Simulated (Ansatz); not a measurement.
## Electronic structure of HC₁₁ (slab) in real space

Input file:

```
crystal:
  lattice:
    - [2.4655379961, 0.0, 0.0]
    - [-1.2327689981, 2.1341461166, 0.0]
    - [0.0, 0.0, 33.6979673684]
  atoms:
    - { symbol: C, position: [0.0833101797, 0.1666203594, 0.2522407333] }
    - { symbol: C, position: [0.4166898203, 0.8333796406, 0.2522407333] }
    - { symbol: C, position: [0.5833101797, 0.1666203594, 0.3531231674] }
    - { symbol: C, position: [0.9166898203, 0.8333796406, 0.3531231674] }
    - { symbol: C, position: [0.0833101797, 0.1666203594, 0.4540031604] }
    - { symbol: C, position: [0.4166898203, 0.8333796406, 0.4540031604] }
    - { symbol: C, position: [0.5833101797, 0.1666203594, 0.5548855944] }
    - { symbol: C, position: [0.9166898203, 0.8333796406, 0.5548855944] }
    - { symbol: C, position: [0.0833101797, 0.1666203594, 0.6557655875] }
    - { symbol: C, position: [0.4166898203, 0.8333796406, 0.6557655875] }
    - { symbol: C, position: [0.75, 0.5, 0.6717902929] }
    - { symbol: H, position: [0.75, 0.5, 0.7044332114] }
basis:
  ecutwfc: 420
kpoints:
  mp_grid: { grid: [12, 12, 1] }
hamiltonian:
  xc: pbe
  dispersion: d3bj
scf:
  occupations: { method: gaussian, width: 0.1 }
output:
  forces: true
  eigenvalues: true
  write_density: true
  write_potential: true
  elf: true
  volumetric_format: npy
relax:
  adjacent_minimum: "off"
  f_tol: 0.03
  max_steps: 70
  constraints: [{ sites: [0, 1, 2, 3] }]
efield:
  axis: 3
  dipole_correction: true
  ramp_width: 0.04
```

Command:

```sh
ansatz run input.yaml --threads 1 --pin off --max-ram 2560MiB --backend cpu --events-out ev --progress --plain --runs-dir out
```

The fields are those of the run's last geometry, not of the input's.

Computed without spin polarisation.

The calculation used DFT PBE+D3(BJ), scalar-relativistic, plane waves, PAW in Ansatz 0.2.0.

Core electrons are frozen (PAW), and the valence fields are smoothed inside the atomic spheres.

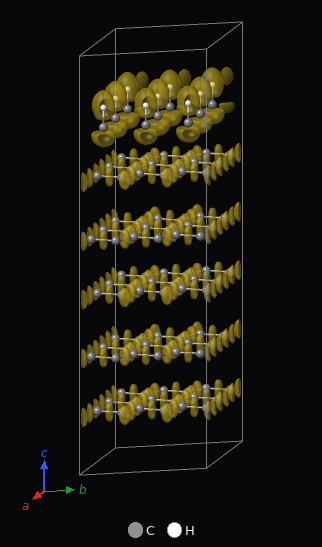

Figure 1. Isosurface of the electron localisation function at 0.85 (yellow), seen slightly off an axis. Core shells and regions of very low density are left out. Sticks mark near contacts.

**Where are the electrons localised?**

The surface consists of 15 regions between bonded C–C atoms, one region around a hydrogen nucleus and one lobe on C, pointing away from the bonds (lone pairs), counted in one cell of 12 atoms. Counts are for one cell; the picture repeats the cell along the surface.


C–H (1.12 Å): the ELF is about 1 at the midpoint: a covalent bond by its length. C–C (1.42 Å): the ELF peaks at about 0.95 between the atoms.

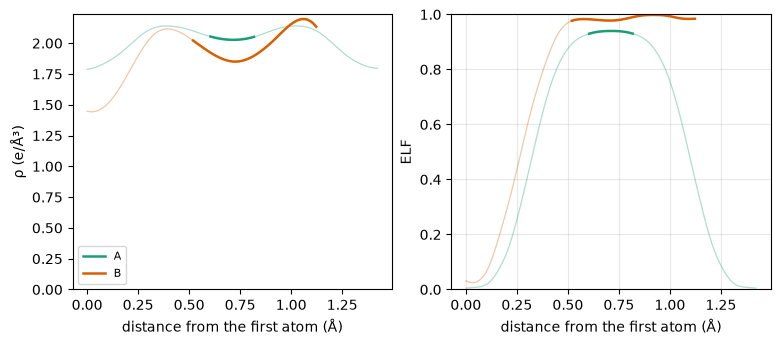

Figure 2. Valence charge density (pseudo) and ELF along straight lines between neighbouring atoms. Thin, pale parts lie inside the atomic spheres.

**Which curve belongs to which contact (C–C and C–H)? The first atom named is at distance zero.**

Curve A: C–C (1.42 Å): the density is about 2 e/Å³ at the midpoint; the ELF peaks at about 0.95 between the atoms. Curve B: C–H (1.12 Å): ρ at the midpoint is about 2 e/Å³; the ELF is about 1 at the midpoint: an ordinary covalent bond to hydrogen.

**Metal or insulator at this level of theory?**

It is gapless in this calculation (a metal or semimetal).
